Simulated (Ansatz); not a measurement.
## Energy of Nb along an even scaling of the cell

System: Nb (P6/mmm, 3 atoms in the cell).
Method: DFT, BLYP, plane waves (420 eV) with PAW, scalar-relativistic, no spin polarisation (Ansatz 0.2.0).

The 5 runs differ only in the geometry, by an even scaling of the cell at fixed fractional positions.

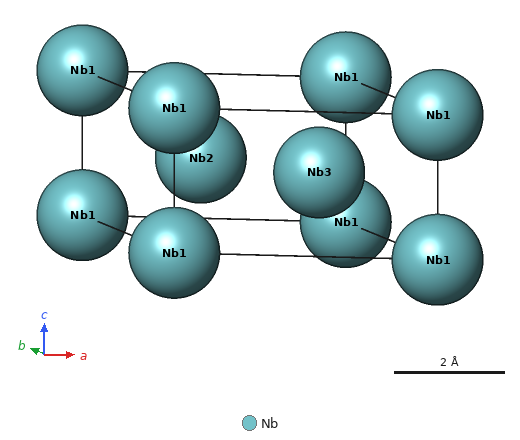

Figure 1. The structure of run 3 (spheres-only view of the cell of the calculation, seen slightly off an axis; atoms are numbered from 1 in the order of the input).

## Input of run 3
```yaml
crystal:
  lattice:
    - [4.8881382174, 0.0, 0.0]
    - [-2.4440691087, 4.2332518734, 0.0]
    - [0.0, 0.0, 2.6782519481]
  atoms:
    - { symbol: Nb, position: [1.0, 0.0, 0.0] }
    - { symbol: Nb, position: [0.3333333333, 0.6666666667, 0.5] }
    - { symbol: Nb, position: [0.6666666667, 0.3333333333, 0.5] }
hamiltonian:
  xc: blyp
  pseudopotentials:
    kind: paw
    azcp:
      Nb: "pseudopotentials/Nb.paw.azcp"
basis:
  ecutwfc: 420
  fft_grid_basis: typed
kpoints:
  mp_grid: { grid: [8, 8, 13], shift: [0, 0, 0] }
magnetization:
  spin_polarized: false
scf:
  occupations: { method: fermi_dirac, width: 0.1 }
  lower_state_search: "off"
output:
  stress: true
```

Command:
```bash
ansatz run input.yaml --threads 2 --pin off --max-ram 5120MiB --backend cpu --events-out ev --progress --plain --runs-dir out
```

Run 4 differs from it as follows:
```diff
-    - [4.8881382174, 0.0, 0.0]
-    - [-2.4440691087, 4.2332518734, 0.0]
-    - [0.0, 0.0, 2.6782519481]
+    - [5.0838686154, 0.0, 0.0]
+    - [-2.5419343077, 4.4027593704, 0.0]
+    - [0.0, 0.0, 2.7854942756]
```

## Results, with one run withheld

```csv
run,volume per atom (Å³),"free energy per atom, from the lowest run given (meV)",pressure (GPa)
1,16.934,144.11,24.63
2,17.704,50.44,14.69
3,18.473,0.00,6.58
4,20.783,?,?
5,21.552,93.04,−13.60
```

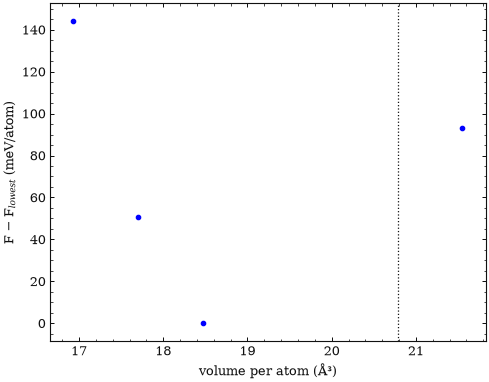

Figure 2. Free energy per atom of the runs given; the dotted line marks run 4.

What should run 4 give?

A quadratic polynomial in V^(−2/3) (the Birch–Murnaghan form), fitted to the 4 runs given, misses them by at most 0.05 meV per atom. With x = V^(−2/3) − 0.14277 Å⁻², it reads F = −2.479 + 7251.5 x + 1.0444e+06 x² (meV per atom). At run 4 it gives 36.23 meV per atom, and the run itself gives 36.15. The slope of the fit gives a pressure −dF/dV of −9.95 GPa there, and the run prints −9.96 GPa. The fit has its minimum at 19.234 Å³ per atom, where V d²F/dV² gives 150 GPa. Cell shape and fractional positions are held, so this is the stiffness under even scaling; the relaxed bulk modulus wasn't computed.

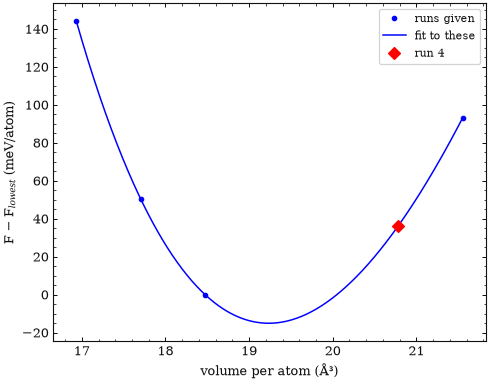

Figure 3. The fit and the withheld run.

## Output, shortened to warnings, some set-up lines, iterations and results (run 4)
```
Basis set: ecut = 420 eV, 1251 PW (Γ), exchange–correlation on 72×72×40 points (8 copies of the dense FFT grid, shifted against one another)
Symmetry: 24 space group operations
k-points: 70 of 832
Initial density: superposition of atomic densities (neutral atoms: chi_scale 0, normalization atom), corrected by the library's trained network
[...]
SCF iter   1: F=—  HF=-13694.714491 eV  |F-HF|=—  |Δ(HF+E_count)|=         —  Δρ=1.02e-2  dr2=7.44e-2  ethr=1.77e-3  ⟨swp⟩=4.7  Hψ=6685  notcnv=0
SCF iter   2: F=—  HF=-13694.701986 eV  |F-HF|=—  |Δ(HF+E_count)|=   1.25e-2  Δρ=5.67e-3  dr2=2.17e-2  ethr=1.91e-4  ⟨swp⟩=1.2  Hψ=2307  notcnv=0
SCF iter   3: F=—  HF=-13694.698461 eV  |F-HF|=—  |Δ(HF+E_count)|=   3.52e-3  Δρ=1.01e-3  dr2=5.13e-4  ethr=5.56e-5  ⟨swp⟩=3.0  Hψ=3166  notcnv=0
SCF iter   4: F=—  HF=-13694.698637 eV  |F-HF|=—  |Δ(HF+E_count)|=   1.76e-4  Δρ=1.51e-4  dr2=9.93e-6  ethr=1.32e-6  ⟨swp⟩=2.0  Hψ=2213  notcnv=0
SCF iter   5: F=—  HF=-13694.698650 eV  |F-HF|=—  |Δ(HF+E_count)|=   1.35e-5  Δρ=3.64e-5  dr2=7.03e-7  ethr=2.55e-8  ⟨swp⟩=2.0  Hψ=3026  notcnv=0
SCF iter   6: F=-13694.698651 eV  HF=-13694.698651 eV  |F-HF|=1.55e-8  |Δ(HF+E_count)|=   2.76e-7  Δρ=8.03e-6  dr2=3.81e-8  ethr=2.56e-10  ⟨swp⟩=4.0  Hψ=5939  notcnv=0
SCF 1 converged in 6 iterations: F = -13694.698651 eV  dr2 = 3.81e-8
SCF converged after 6 iterations
Free energy (F): -13694.698651 eV
Harris-Foulkes:  -13694.698651 eV  (|F-HF|=1.55e-8)
Internal energy: -13694.582408 eV  (E = F + TS)
E sigma→0 (E₀):  -13694.640529 eV
Entropy (-TS):   -0.116243 eV (-38.748 meV/atom)
Fermi energy:    15.724792 eV
--- Per-component energies (eV) ---
  E_band       = -294.159060
  E_kinetic    = 1174.628046
  E_local      = -2362.195300  (includes V_loc(G=0)·N_el)
  E_nonlocal   = 361.076713
  E_hartree    = 737.487426
  E_xc         = -513.285631
  E_vxc        = -620.940649  (∫ρ·V_xc dr)
  E_paw        = -9268.263212  (= ΣΔE_a)
  E_vpaw       = -321.707622  (= ΣTr[D̂ρ^β])
  E_aug_tail   = 0.000028  (compensation charges beyond the density's cutoff)
  E_ewald      = -3824.290890
  E_core_change = 0.260410  (= ΣΔE_core)
  E_smearing   = -0.116243  (= −TS)
  E_closure    = 0.000000  (closes the sum)
  Σ components = -13694.698651   (vs F -13694.698651, Δ=0.00e0)
--- Stress (GPa, compression-positive) ---
       -9.211208       0.000000       0.000000
        0.000000      -9.211208       0.000000
        0.000000       0.000000     -11.445197
  P = ⅓ Tr σ = -9.9559 GPa (-99.559 kbar)
```
